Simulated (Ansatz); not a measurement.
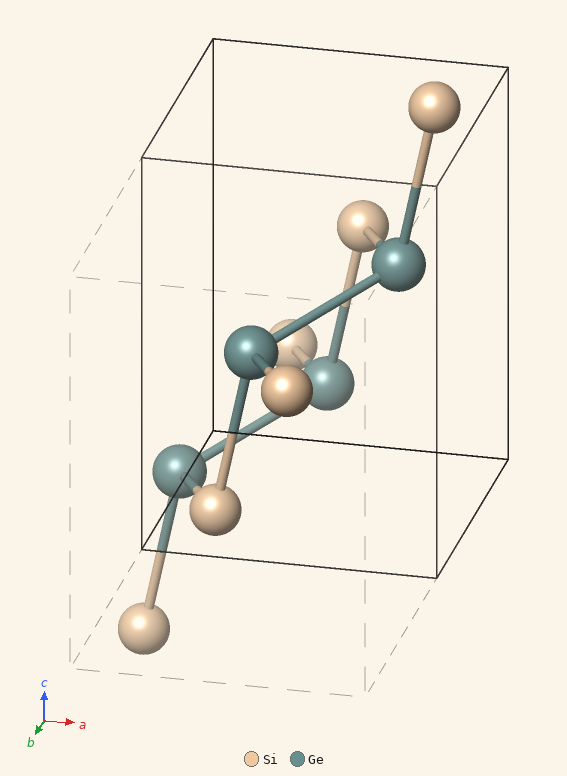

This ball-and-stick model is shown from a general direction. Shown are 1×2×1 repeats of the simulation cell, one of them outlined in solid lines.

The calculation's input:
```yaml
crystal:
  lattice:
    - [3.9252813494, 0.0, 0.0]
    - [0.0, 3.930588623, 0.0]
    - [0.0, 0.0, 5.5368564565]
  atoms:
    - { symbol: Si, position: [0.75, 0.0, 0.8799877307] }
    - { symbol: Si, position: [0.25, 0.0, 0.1200122693] }
    - { symbol: Ge, position: [0.25, 0.5, 0.3693836834] }
    - { symbol: Ge, position: [0.75, 0.5, 0.6306163166] }
kpoints:
  mp_grid: { grid: [4, 4, 2] }
hamiltonian:
  xc: lda
scf:
  occupations: { method: fixed }
gw:
  n_empty_bands: 321
  ecut_chi: 140
  qp_bands: [v2, c2]
  qp_kpoints: band_edges
  screening: { model: contour_deformation }
```
Run as:
```sh
ansatz run input.yaml --threads 2 --pin off --max-ram 3686MiB --backend cpu --events-out ev --progress --plain --runs-dir out
```

Electronic-structure method: G0W0 on LDA, plane waves, PAW (Ansatz 0.2.0). Parameters: a 420 eV plane-wave basis, 4×4×2 k-points, no spin polarisation.

Question: Is it conducting or gapped at this level?

Answer: A semiconductor at this level, with a gap of 0.22 eV, indirect; the smallest direct gap is 0.47 eV.

Origin of the cell: a structure type filled with these elements by a generator (whether the compound takes this form wasn't checked). Earlier steps of the study may have refined or changed the cell and positions. Ansatz was used for an electronic-structure calculation on it.
